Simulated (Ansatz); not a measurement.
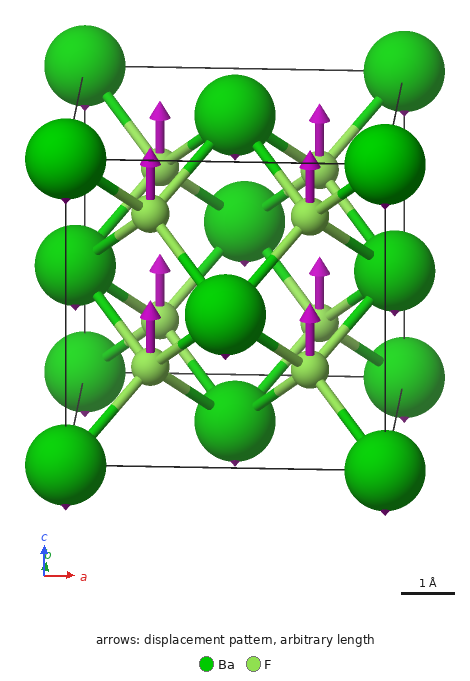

The lowest optical mode of solid BaF2, space group Fm-3m (No. 225), at the zone centre. Displacements are drawn as purple arrows; their common scale and sign are arbitrary. A ball-and-stick model of the conventional cell (4 times the calculation's cell), seen from a free direction. Lengths and directions refer to the drawn axes.

Theory: Ansatz, DFT PBEsol, scalar-relativistic, plane waves, PAW.

Input file:
```yaml
crystal:
  lattice:
    - [0.0, 3.0689008577, 3.0689008577]
    - [3.0689008577, 0.0, 3.0689008577]
    - [3.0689008577, 3.0689008577, 0.0]
  atoms:
    - { symbol: Ba, position: [0.0, 0.0, 0.0] }
    - { symbol: F, position: [0.25, 0.25, 0.25] }
    - { symbol: F, position: [0.75, 0.75, 0.75] }
basis:
  ecutwfc: 420
kpoints:
  mp_grid: { grid: [6, 6, 6] }
hamiltonian:
  xc: pbesol
scf:
  occupations: { method: gaussian, width: 0.05 }
output:
  eigenvalues: true
phonons:
  method: fd
  supercell: [1, 1, 1]
  amplitude: 0.02
  eigenvectors: true
  dielectric: false
```

Command:
```bash
ansatz run input.yaml --threads 2 --pin off --max-ram 5120MiB --backend cpu --events-out ev --progress --plain --runs-dir out
```

Frequencies are those without the non-analytic (LO–TO) term.

Q: Is this crystal at a minimum with respect to the drawn distortion?

A: Yes: this softest mode has a real frequency, and so have all others here. That speaks for this wave vector alone: the rest of the zone wasn't checked in this run. This is the T₁u mode (triply degenerate; one member of the set is drawn) at 22.3 meV, the lowest optical level, infrared-active by symmetry. The F sublattice moves against the Ba sublattice, along c; the kinetic energy is shared as F 78 %, Ba 22 %.
